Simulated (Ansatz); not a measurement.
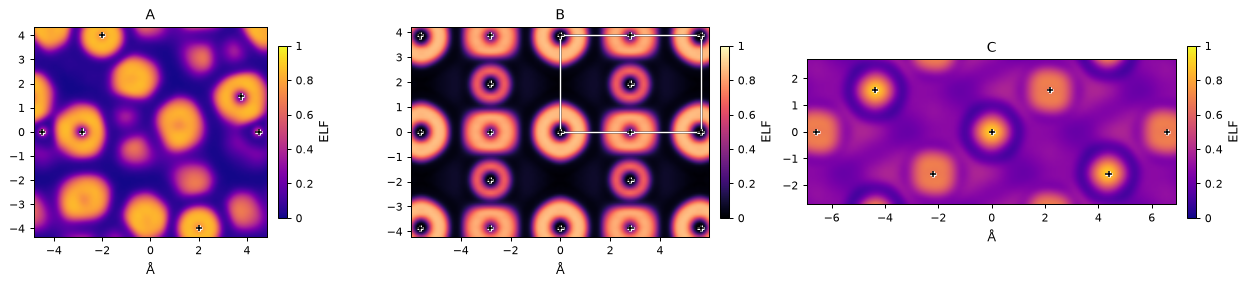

The electron localisation function of 3 systems, each on a plane through atoms (crosses mark nuclei in the plane).

Theory: DFT PBE, scalar-relativistic, plane waves, PAW in Ansatz 0.2.0.

System 1: FePt, the (110) plane of the conventional cell. Space group R-3m; started from the CuPt (L1_1)_166 prototype, which need not be the ambient phase; spin-polarised.

System 2: HfSiO4, the (111) plane of the conventional cell. Space group I4₁/amd.

System 3: SrTiO3, the (100) plane of the conventional cell. Space group Cmmm; a structure from a database of computed crystals, not necessarily the ambient phase; computed pressure about 4 GPa in this cell; computed without spin polarisation.

```yaml
crystal:
  lattice:
    - [0.00000, 5.47009, 0.00002]
    - [0.00000, -0.00002, -5.63007]
    - [-3.86794, 0.00000, 0.00000]
  atoms:
    - { symbol: Sr, position: [0.50000, 0.50000, 0.00000] }
    - { symbol: Sr, position: [0.00000, 0.00000, 0.00000] }
    - { symbol: Ti, position: [0.00000, 0.50000, 0.50000] }
    - { symbol: Ti, position: [0.50000, 0.00000, 0.50000] }
    - { symbol: O, position: [0.25000, 0.75000, 0.50000] }
    - { symbol: O, position: [0.75000, 0.25000, 0.50000] }
    - { symbol: O, position: [0.00000, 0.50000, 0.00000] }
    - { symbol: O, position: [0.50000, 0.00000, 0.00000] }
    - { symbol: O, position: [0.75000, 0.75000, 0.50000] }
    - { symbol: O, position: [0.25000, 0.25000, 0.50000] }
```

Q: Match each panel to its system.

A: Panel A is system 2, HfSiO4: the plane holds Hf, Si and O. Si–O (1.64 Å): the ELF peaks at about 0.85 between the atoms; a shared but strongly polarised pair. Panel B is system 3, SrTiO3: the plane holds Sr, Ti and O. Ti–O (1.93 Å): the ELF peaks at about 0.85 in the valence shell of O, 0.6 Å from its nucleus, and is about 0.20 at the midpoint: no shared electron pair shows on this line. Panel C is system 1, FePt: the plane holds Fe and Pt. Fe–Pt (2.70 Å): the ELF is about 0.30 at the midpoint.
